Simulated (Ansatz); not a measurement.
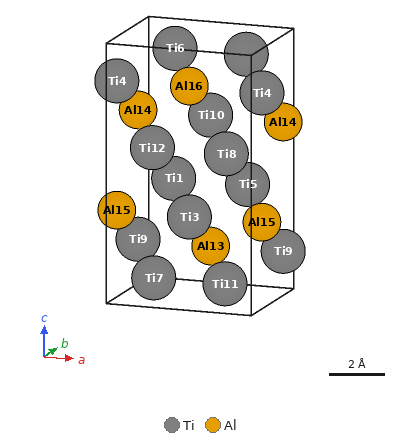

*The input geometry (spheres-only view of the cell of the calculation, seen slightly off an axis; atoms are numbered from 1 in the order of the input). An atom can appear more than once, as a periodic image.*

**Single-point calculation, with input and output: Ti$_{3}$Al**

The run: single-point calculation of Ti$_{3}$Al (16 atoms in the cell). Method and program: DFT PBEsol, scalar-relativistic, plane waves, PAW, no spin polarisation (Ansatz 0.2.0).

The structure derives from an entry of the Crystallography Open Database. It belongs to a series of runs on one base structure; here: the relaxed cell repeated 2 times. Figures and captions count atoms from 1; the log counts them from 0 in places.

## Input file
```yaml
crystal:
  lattice:
    - [2.8438977389, -4.9257753753, 0.0]
    - [0.0, 0.0, -4.607722049]
    - [8.5316932167, 4.9257753754, 0.0]
  atoms:
    - { symbol: Ti, position: [0.2454667751, 0.75, 0.4151555917] }
    - { symbol: Ti, position: [0.7454667751, 0.75, 0.9151555917] }
    - { symbol: Ti, position: [0.5, 0.25, 0.3303111834] }
    - { symbol: Ti, position: [0.0, 0.25, 0.8303111834] }
    - { symbol: Ti, position: [0.7545332249, 0.75, 0.4151555917] }
    - { symbol: Ti, position: [0.2545332249, 0.75, 0.9151555917] }
    - { symbol: Ti, position: [0.2545332249, 0.25, 0.0848444083] }
    - { symbol: Ti, position: [0.7545332249, 0.25, 0.5848444083] }
    - { symbol: Ti, position: [0.0, 0.75, 0.1696888166] }
    - { symbol: Ti, position: [0.5, 0.75, 0.6696888166] }
    - { symbol: Ti, position: [0.7454667751, 0.25, 0.0848444083] }
    - { symbol: Ti, position: [0.2454667751, 0.25, 0.5848444083] }
    - { symbol: Al, position: [0.5, 0.75, 0.1666666667] }
    - { symbol: Al, position: [0.0, 0.75, 0.6666666667] }
    - { symbol: Al, position: [0.0, 0.25, 0.3333333333] }
    - { symbol: Al, position: [0.5, 0.25, 0.8333333333] }
basis:
  ecutwfc: 420
kpoints:
  mp_grid: { grid: [7, 9, 4] }
hamiltonian:
  xc: pbesol
scf:
  occupations: { method: gaussian, width: 0.15 }
output:
  forces: true
  stress: true
  eigenvalues: true
  write_density: true
  write_potential: true
  elf: true
  volumetric_format: npy
```

Run as:
```bash
ansatz run input.yaml --threads 2 --pin off --max-ram 5120MiB --backend cpu --events-out ev --progress --plain --runs-dir out
```

## Log
```
Engine: ansatz 0.2.0, x86_64-unknown-linux-gnu
Pseudopotentials: kind: paw
Pseudopotential: Ti, paw, valence charge 12, recommended cutoff 420 eV (normal), Ti.paw.azcp
Pseudopotential: Al, paw, valence charge 3, recommended cutoff 420 eV (normal), Al.paw.azcp
Functional definition: PBEsol
  exchange = pbesol_x
  correlation = pbesol_c
Crystal: 16 atoms, lattice volume = 258.187 Å³
Basis set: ecut = 420 eV, 5073 PW (Γ), exchange–correlation on 80×64×144 points (8 copies of the dense FFT grid, shifted against one another)
Bands: 94, of which v1, the nominal top of the filled ones, is band 78 counted from 1 (77 counted from 0)
Symmetry: 16 space group operations
Space group: P63/mmc (ITA 194), of the structure as read, at distance tolerance 6.4e-5 Å
k-points: 60 of 252
Non-local potential: Ti, projectors of the file, l = 0: 3, l = 1: 2, l = 2: 3, l = 3: 1
Non-local potential: Al, projectors of the file, l = 0: 2, l = 1: 2, l = 2: 1
PAW form: soft (Blöchl's): semilocal exchange-correlation on the pseudo side does not see the compensation charge
PAW frozen core: Ti, regenerated for the run's functional, and the local potential with it (the file was generated under x = pbe(κ = 0.804, μ = 0.2195149727645171), c = pbe(β = 0.06672455060314922))
PAW frozen core: Al, regenerated for the run's functional, and the local potential with it (the file was generated under x = pbe(κ = 0.804, μ = 0.2195149727645171), c = pbe(β = 0.06672455060314922))
PAW one-centre angular grid: Ti, 590 points (default); XC on 64 Gauss nodes
PAW one-centre angular grid: Al, 110 points (default); XC on 64 Gauss nodes
Initial density: superposition of atomic densities (neutral atoms: chi_scale 0, normalization atom), corrected by the library's trained network
Initial wavefunctions: pseudopotential atomic-orbital guess
Functional: x = pbesol(κ = 0.804, μ = 0.12345679012345678), c = pbesol(β = 0.046)
SCF iter   1: F=—  HF=-31789.605181 eV  |F-HF|=—  |Δ(HF+E_count)|=         —  Δρ=6.87e-3  dr2=8.11e-2  ethr=1.77e-3  ⟨swp⟩=7.0  Hψ=23173  notcnv=0
preconditioner: auto → Kerker (q_TF=auto, 2.509 Å⁻¹)  [metal: Δε(μ)=0.033 eV  Ē_g=3.044 eV  σ=0.150 eV  W_gap=0.12  n_scr=60 (ndim 8)  ℏωp=17.9 eV  f_vac=0.000  D(μ)=9.62/eV (n_scr^D=78)]
SCF iter   2: F=—  HF=-31789.581995 eV  |F-HF|=—  |Δ(HF+E_count)|=   2.32e-2  Δρ=3.28e-3  dr2=2.01e-2  ethr=5.20e-5  ⟨swp⟩=2.8  Hψ=10556  notcnv=0  defer=2
SCF iter   3: F=—  HF=-31789.576866 eV  |F-HF|=—  |Δ(HF+E_count)|=   5.13e-3  Δρ=7.46e-4  dr2=1.86e-3  ethr=1.29e-5  ⟨swp⟩=2.1  Hψ=7357  notcnv=0  defer=2
SCF iter   4: F=—  HF=-31789.576430 eV  |F-HF|=—  |Δ(HF+E_count)|=   4.36e-4  Δρ=1.77e-4  dr2=1.15e-4  ethr=1.19e-6  ⟨swp⟩=2.0  Hψ=7114  notcnv=0  defer=2
SCF iter   5: F=—  HF=-31789.576369 eV  |F-HF|=—  |Δ(HF+E_count)|=   6.10e-5  Δρ=4.56e-5  dr2=6.44e-6  ethr=7.37e-8  ⟨swp⟩=2.0  Hψ=7289  notcnv=0  defer=2
SCF iter   6: F=—  HF=-31789.576129 eV  |F-HF|=—  |Δ(HF+E_count)|=   2.40e-4  Δρ=1.53e-5  dr2=6.92e-7  ethr=4.13e-9  ⟨swp⟩=2.0  Hψ=7320  notcnv=0  defer=7
SCF iter   7: F=-31789.576129 eV  HF=-31789.576129 eV  |F-HF|=2.70e-8  |Δ(HF+E_count)|=   1.93e-7  Δρ=3.84e-6  dr2=3.59e-8  ethr=6.41e-11  ⟨swp⟩=14.5  Hψ=32853  notcnv=0
SCF 1 converged in 7 iterations: F = -31789.576129 eV  dr2 = 3.59e-8
  greatest PAW one-centre occupation: 0.999 electrons in one spin orbital (limit 2), on the Ti atom at site 9 (counted from 0), in its partial waves of l = 0
```

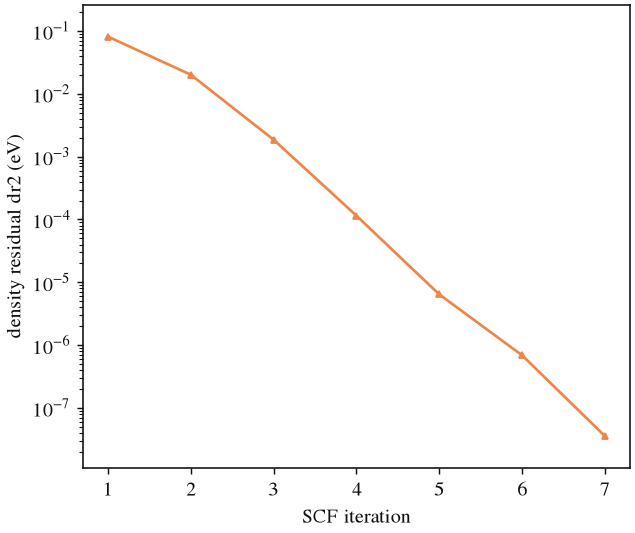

*Convergence of the self-consistent field: density residual dr2 against the SCF iteration.*

The residual falls at every step.

```
SCF converged after 7 iterations
Free energy (F): -31789.576129 eV
Harris-Foulkes:  -31789.576129 eV  (|F-HF|=2.70e-8)
Internal energy: -31789.466122 eV  (E = F + TS)
E sigma→0 (E₀):  -31789.521125 eV
Entropy (-TS):   -0.110007 eV (-6.875 meV/atom)
Fermi energy:    12.518476 eV
--- Per-component energies (eV) ---
  E_band       = -1867.052134
  E_kinetic    = 3375.556323
  E_local      = -11028.119438  (includes V_loc(G=0)·N_el)
  E_nonlocal   = 158.377644
  E_hartree    = 4637.967015
  E_xc         = -1324.329053
  E_vxc        = -1582.936653  (∫ρ·V_xc dr)
  E_paw        = -14092.858080  (= ΣΔE_a)
  E_vpaw       = -2065.863036  (= ΣTr[D̂ρ^β])
  E_aug_tail   = 0.001369  (compensation charges beyond the density's cutoff)
  E_ewald      = -13517.811070
  E_core_change = 1.749168  (= ΣΔE_core)
  E_smearing   = -0.110007  (= −TS)
  E_closure    = 0.000000  (closes the sum)
  Σ components = -31789.576129   (vs F -31789.576129, Δ=0.00e0)
--- Forces (eV/Å), atoms counted from 1 ---
  atom   1  Ti     0.01013600    -0.00649846    -0.00000000
  atom   2  Ti     0.01013600    -0.00649846    -0.00000000
  atom   3  Ti     0.01005486     0.00580518     0.00000000
  atom   4  Ti     0.01005486     0.00580518     0.00000000
  atom   5  Ti    -0.00055984     0.01202726    -0.00000000
  atom   6  Ti    -0.00055984     0.01202726    -0.00000000
  atom   7  Ti    -0.01013600     0.00649846     0.00000000
  atom   8  Ti    -0.01013600     0.00649846     0.00000000
  atom   9  Ti    -0.01005486    -0.00580518     0.00000000
  atom  10  Ti    -0.01005486    -0.00580518     0.00000000
  atom  11  Ti     0.00055984    -0.01202726     0.00000000
  atom  12  Ti     0.00055984    -0.01202726     0.00000000
  atom  13  Al     0.00048361     0.00027921     0.00000000
  atom  14  Al     0.00048361     0.00027921     0.00000000
  atom  15  Al    -0.00048361    -0.00027921     0.00000000
  atom  16  Al    -0.00048361    -0.00027921     0.00000000
  max |Σ_I F_I| component: 2.43e-17 eV/Å
--- Stress (GPa, compression-positive) ---
        0.004057      -0.001237       0.000000
       -0.001237       0.005485       0.000000
        0.000000       0.000000       0.027045
  P = ⅓ Tr σ = 0.0122 GPa (0.122 kbar)
--- Band table (eV; the first three rows and the last of 60) ---
  k-point 0: bands = ["-43.7678", "-43.7260", "-43.7052", "-43.6592", "-43.6574", "-43.6568", "-43.6567", "-43.6452", "-43.6127", "-43.6048", "-43.6046", "-43.6039", "-20.4169", "-20.4099", "-20.3642", "-20.2862", "-20.2753", "-20.2433", "-20.2431", "-20.2381", "-20.2377", "-20.1930", "-20.1888", "-20.1887", "-20.1860", "-20.1857", "-20.1724", "-20.1371", "-20.0929", "-20.0609", "-20.0194", "-20.0143", "-19.9975", "-19.9655", "-19.9637", "-19.9448", "-19.9308", "-19.9306", "-19.9262", "-19.8623", "-19.8280", "-19.8248", "-19.8046", "-19.7620", "-19.7618", "-19.7615", "-19.7612", "-19.7582", "4.7788", "6.0380", "6.6107", "7.5520", "8.8861", "9.2553", "10.0280", "10.2550", "10.3318", "10.3374", "10.3376", "10.5089", "10.5090", "10.6185", "10.6393", "10.6452", "10.9402", "11.0516", "11.2319", "11.2321", "11.5438", "11.5440", "11.6056", "11.6596", "11.7192", "11.9462", "11.9985", "12.1462", "12.1714", "12.2512", "12.5611", "13.0618", "13.0898", "13.2364", "13.2665", "13.2666", "13.2844", "13.2853", "13.4865", "13.4867", "13.5062", "13.9621", "13.9706", "13.9775", "14.3632", "14.5781"]
  k-point 1: bands = ["-43.7641", "-43.7381", "-43.6923", "-43.6620", "-43.6573", "-43.6571", "-43.6568", "-43.6478", "-43.6109", "-43.6054", "-43.6045", "-43.6040", "-20.4046", "-20.3989", "-20.3729", "-20.3034", "-20.2614", "-20.2416", "-20.2390", "-20.2368", "-20.2287", "-20.1945", "-20.1924", "-20.1894", "-20.1893", "-20.1813", "-20.1785", "-20.1712", "-20.1047", "-20.0924", "-20.0452", "-20.0245", "-19.9619", "-19.9438", "-19.9383", "-19.9300", "-19.9269", "-19.9202", "-19.8921", "-19.8545", "-19.8377", "-19.8288", "-19.8006", "-19.7915", "-19.7744", "-19.7727", "-19.7576", "-19.7561", "4.8829", "5.6472", "7.0165", "7.5416", "8.9146", "9.3354", "9.7343", "9.9401", "10.0757", "10.3175", "10.3714", "10.4134", "10.6366", "10.8645", "10.8837", "10.9207", "11.0563", "11.0651", "11.2292", "11.2644", "11.3562", "11.4953", "11.5677", "11.6914", "11.7032", "11.8482", "12.0033", "12.1552", "12.2208", "12.2297", "12.5003", "12.9088", "13.1382", "13.2453", "13.2581", "13.2840", "13.2851", "13.2984", "13.4591", "13.4652", "13.5242", "13.8356", "13.9283", "14.2640", "14.3118", "14.5418"]
  k-point 2: bands = ["-43.7536", "-43.7536", "-43.6748", "-43.6748", "-43.6570", "-43.6570", "-43.6529", "-43.6529", "-43.6076", "-43.6076", "-43.6042", "-43.6042", "-20.3903", "-20.3903", "-20.3520", "-20.3520", "-20.2427", "-20.2427", "-20.2227", "-20.2227", "-20.2172", "-20.2172", "-20.2099", "-20.2099", "-20.1909", "-20.1909", "-20.1592", "-20.1592", "-20.1324", "-20.1324", "-20.0384", "-20.0384", "-19.9518", "-19.9518", "-19.9284", "-19.9284", "-19.8692", "-19.8692", "-19.8574", "-19.8574", "-19.8401", "-19.8401", "-19.8205", "-19.8205", "-19.7895", "-19.7895", "-19.7562", "-19.7562", "5.1854", "5.1854", "7.4189", "7.4189", "9.1625", "9.1625", "9.5701", "9.5701", "10.2116", "10.2116", "10.3693", "10.3693", "10.8021", "10.8021", "11.0836", "11.0836", "11.0945", "11.0945", "11.2566", "11.2566", "11.5332", "11.5332", "11.5976", "11.5976", "11.6276", "11.6276", "11.9300", "11.9300", "12.3672", "12.3672", "12.5963", "12.5963", "13.1937", "13.1937", "13.2857", "13.2857", "13.3715", "13.3715", "13.3760", "13.3760", "13.6441", "13.6441", "14.0409", "14.0409", "14.5412", "14.5412"]
  k-point 59: bands = ["-43.6939", "-43.6939", "-43.6873", "-43.6873", "-43.6582", "-43.6582", "-43.6499", "-43.6499", "-43.6353", "-43.6353", "-43.6262", "-43.6262", "-20.3618", "-20.3618", "-20.3429", "-20.3429", "-20.2511", "-20.2511", "-20.2354", "-20.2354", "-20.2234", "-20.2234", "-20.2115", "-20.2115", "-20.0974", "-20.0974", "-20.0869", "-20.0869", "-20.0690", "-20.0690", "-20.0533", "-20.0533", "-19.9807", "-19.9807", "-19.9713", "-19.9713", "-19.8949", "-19.8949", "-19.8894", "-19.8894", "-19.8856", "-19.8856", "-19.8590", "-19.8590", "-19.7908", "-19.7908", "-19.7814", "-19.7814", "6.9512", "6.9512", "7.2216", "7.2216", "8.5846", "8.5846", "8.8420", "8.8420", "10.1655", "10.1655", "10.4514", "10.4514", "10.4924", "10.4924", "10.6983", "10.6983", "11.0944", "11.0944", "11.2444", "11.2444", "12.1143", "12.1143", "12.1760", "12.1760", "12.1944", "12.1944", "12.4346", "12.4346", "12.4770", "12.4770", "12.6365", "12.6365", "12.7721", "12.7721", "12.8795", "12.8795", "13.1826", "13.1826", "13.2615", "13.2615", "13.9150", "13.9150", "13.9648", "13.9648", "14.0521", "14.0521"]
```

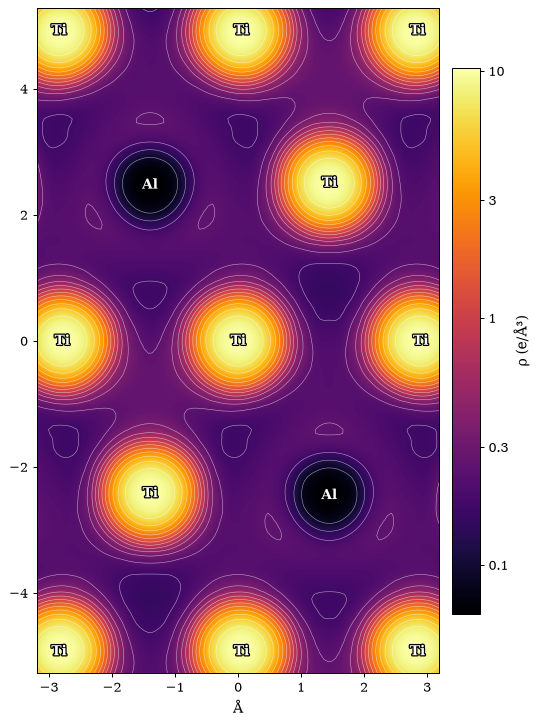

*Valence pseudo-density on the (010) plane of the calculation cell.*

Ti–Ti (2.79 Å): ρ is about 0.23 e/Å³ halfway. Ti–Ti (2.90 Å): the density is about 0.2 e/Å³ at the midpoint. Away from the nuclei the density in this plane falls to 0.15 e/Å³ at its lowest. Core electrons are frozen (PAW), so the fields are smoothed inside the atomic spheres.

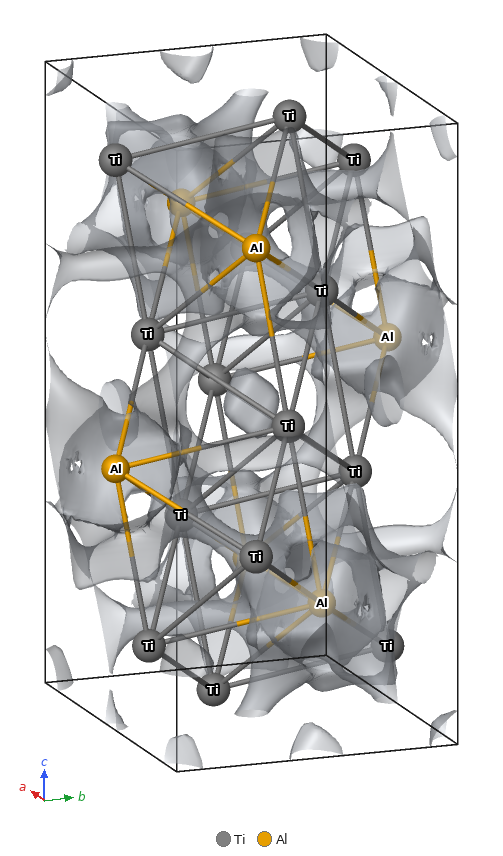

*Isosurface of the electron localisation function at 0.6 (grey), seen at an oblique angle. Only the valence region is drawn (cores and ρ < 0.01 e/Å³ removed). Sticks mark near contacts. The outline is the calculation cell.*

Profiles from the grid: Ti–Ti (2.79 Å): the ELF is about 0.25 at the midpoint; no shared electron pair. Ti–Al (2.81 Å): the ELF is about 0.35 at the midpoint, as expected for nearly free electrons, as in a simple metal.

## Summary

| quantity | value |
| --- | --- |
| outcome | converged |
| space group (tolerance 0.01 Å) | P6₃/mmc (194) |
| electrons treated | 156 |
| free energy | −31789.5761 eV |
| Fermi energy | 12.518 eV |
| gap on the k-point mesh | none (metallic) |
| pressure | 0.01 GPa |
| largest force (length of the vector) | 0.012 eV/Å |
| hardware | 2 threads of AMD EPYC (Zen 5), 32 GiB of memory available, shared host |
| wall time | 19 s (CPU time 38 s) |
| peak memory | 1.3 GiB |
